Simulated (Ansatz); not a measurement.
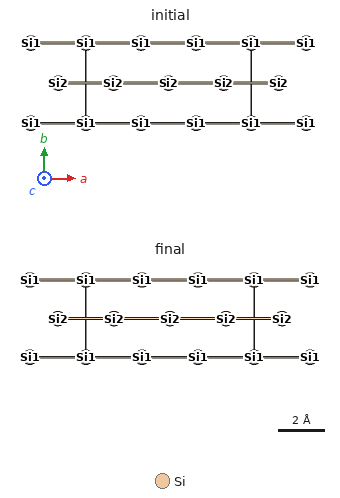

The structure of a free-standing layer of Si (a generated structure, set up in Pmmn) before (top) and after (bottom) a relaxation, at one scale.

A ball-and-stick model of the 3 × 1 repeat of the cell, outlined in the plane, without the vacuum, seen along the c axis.

The calculation used DFT PBE, scalar-relativistic, plane waves, PAW (Ansatz). Settings: plane-wave cutoff 420 eV; k-point mesh 22 × 16 × 1; occupations gaussian; smearing width 0.1 eV; no spin polarisation; cell and atoms relaxed; force threshold 0.01 eV/Å; at most 80 steps.

> Summarise the run.

The largest moves relative to the cell and the layer's centre, 0.017 Å, are those of Si1 and Si2. Si1 goes along the normal (+c). In the plane the drawn cell goes a 7.212 → 7.337 Å (+1.7 %), b 3.498 → 3.370 Å (−3.6 %). Some distances before and after: Si1–Si1 2.404 → 2.446 Å. After 5 accepted moves (7 points after the start) the energy has fallen by 18.0 meV per cell of the calculation. Largest force component: 0.019 eV/Å at the start, 0.0002 eV/Å at the end. The line search rejected the trial step at point 3 of the run. At 1 point the geometry stayed and the basis and grid were re-selected for the new cell (energy shift of less than 0.05 meV per cell of the calculation at most each time).
